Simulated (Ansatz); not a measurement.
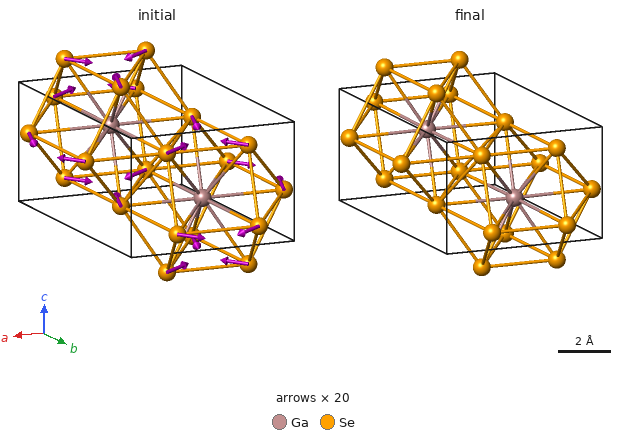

The structure of crystalline GaSe₃ (built on the Ni3Sn (D0_19)_194 type) (coarse preliminary run) before (left) and after (right) a relaxation, at one scale. The purple arrows give the displacements (the part carried along by the change of the cell is left out), magnified 20 times.

Style: ball-and-stick. Shown: the cell of the calculation, from a free direction.

Case: Ni3Sn (D0_19) type (P6_3/mmc, No. 194).

Level of theory: DFT PBE, scalar-relativistic, plane waves, PAW in Ansatz 0.2.0.

The input:
```yaml
crystal:
  lattice:
    - [6.5423566836, 0.0, 0.0]
    - [-3.2711783418, 5.6658470886, 0.0]
    - [0.0, 0.0, 5.2512506739]
  atoms:
    - { symbol: Ga, position: [0.3333333333, 0.6666666667, 0.25] }
    - { symbol: Ga, position: [0.6666666667, 0.3333333333, 0.75] }
    - { symbol: Se, position: [0.833, 0.666, 0.25] }
    - { symbol: Se, position: [0.167, 0.833, 0.75] }
    - { symbol: Se, position: [0.334, 0.167, 0.25] }
    - { symbol: Se, position: [0.167, 0.334, 0.75] }
    - { symbol: Se, position: [0.833, 0.167, 0.25] }
    - { symbol: Se, position: [0.666, 0.833, 0.75] }
basis:
  ecutwfc: 420
kpoints:
  mp_grid: { grid: [3, 3, 4] }
hamiltonian:
  xc: pbe
scf:
  occupations: { method: gaussian, width: 0.1 }
  lower_state_search: "off"
output:
  forces: true
  stress: true
  eigenvalues: true
relax:
  adjacent_minimum: "off"
  f_tol: 0.04
  max_steps: 70
  cell: { stress_tol: 0.4 }
```

Run as
```bash
ansatz run input.yaml --threads 1 --pin off --max-ram 2560MiB --backend cpu --events-out ev --progress --plain --runs-dir out
```

Question: Describe what moved and what it gained.

Answer: The largest moves relative to the cell, 0.059 Å, are those of Se3, Se4, Se5, Se6, Se7 and Se8. Se5 goes along [2 1 0]. Ga stays in place. Cell: a = b 6.542 → 6.234 Å (−4.7 %), c 5.251 → 4.917 Å (−6.4 %). Volume −15.0 %. Some distances before and after: Se3–Se5 3.265 → 3.009 Å, Ga1–Se4 3.232 → 3.010 Å, Ga1–Se3 3.271 → 3.117 Å, Se3–Se4 3.237 → 3.084 Å. The space group stays P6_3/mmc (No. 194). After 3 accepted moves (4 points after the start) the energy has fallen by 93.9 meV per atom. Largest force component: 0.16 eV/Å at the start, 0.035 eV/Å at the end. Pressure: −6.10 GPa at the start and −0.25 GPa at the end. At 1 point the geometry stayed and the basis and grid were re-selected for the new cell (energy shift of 0.4 meV per atom at most each time). Cost: 66 s on 1 thread of Intel(R) Xeon(R) Platinum 8259CL CPU @ 2.50GHz (Skylake/Cascade Lake), with other jobs on the host, peak memory 0.56 GiB.
